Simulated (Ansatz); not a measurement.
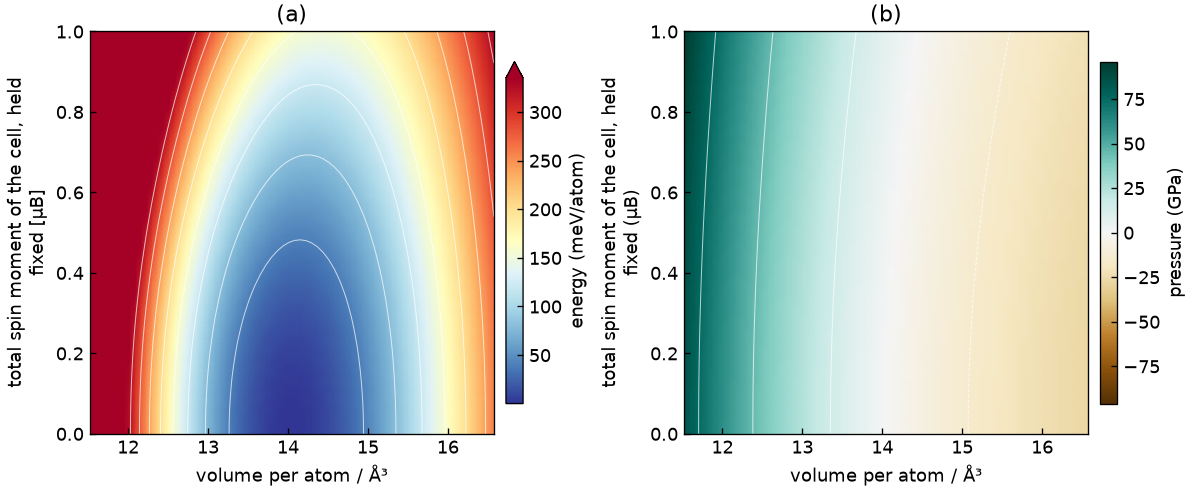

Rh (Fm-3m, No. 225; 1 atom in the cell). The energy is mapped over volume and a fixed ferromagnetic moment. The first coordinate is: volume per atom; the second: total spin moment of the cell, held fixed. Nothing is relaxed (shape and fractional coordinates fixed). The scan uses a 7 × 9 grid. Points are written as (first, second). Energies are in meV/atom, from the lowest grid point. The moment is held fixed and parallel; antiferromagnetic orders weren't tried. The calculation used DFT PBE, scalar-relativistic, plane waves, PAW (Ansatz). Settings: cutoff 420 eV, k-mesh 22×22×22, gaussian smearing 0.15 eV.

Panel (a) is the energy; panel (b) is the computed pressure, in GPa.

In the figure: a smooth colour map with a few white contour lines, one colour for all values above the top of the scale. Between grid points the surface is interpolated.

### How does the pressure vary over the map, and what is it at the lowest grid point?

It runs from −27 GPa at (16.57 Å³, 0.000 μB) to 96 GPa at (11.52 Å³, 1.000 μB). At the lowest grid point, (14.05 Å³, 0.000 μB), it is 0 GPa. That point lies on the edge of the scan.

PAW datasets: the set soft_1.
